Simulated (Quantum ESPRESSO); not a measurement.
System: zincblende SiC, space group F-43m (No. 216), 2 atoms in the primitive cell.

```
Si C
1.0
     0.00000    2.17900    2.17900
     2.17900    0.00000    2.17900
     2.17900    2.17900    0.00000
Si C
1 1
Direct
  0.00000 0.00000 0.00000
  0.75000 0.75000 0.75000
```

Quantum ESPRESSO; r2SCAN, SG15 PBE 1.2, no spin polarisation, no spin-orbit coupling, 8×8×8 k mesh, 1197 eV cutoff, Fermi-Dirac smearing of 0.05 eV.

What does the calculation give for the electronic structure? The path is Γ–X–W–K–Γ–L–U–W–L–K|U–X.

A semiconductor. The gap along this path is 1.72 eV and indirect, from the valence-band top at Γ to the conduction-band bottom at X; the smallest direct gap is 5.08 eV, at X. Three bands meet at the valence-band top at Γ: it is triply degenerate (spin aside). The top valence band spans 4.8 eV and the lowest conduction band 6.0 eV. The direct gaps are 5.08 eV at X, 6.93 eV at L and 6.26 eV at K.

The potentials were made for another functional. LDA, GGA and most meta-GGA functionals understate gaps.

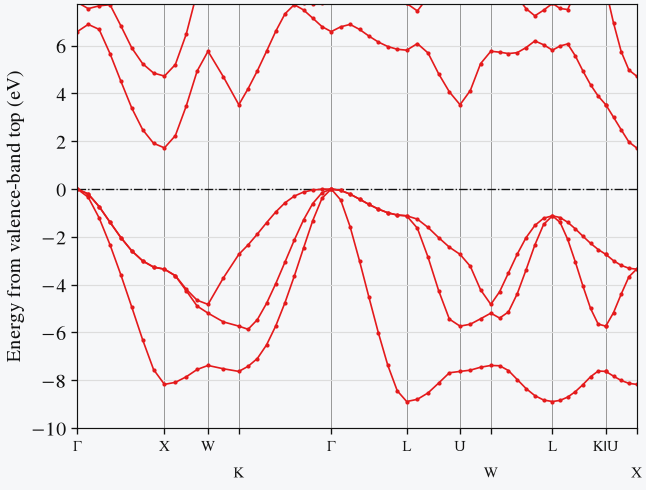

Band structure. Energies are counted from the top of the valence band. The path has few k points, so lines between them are rough.
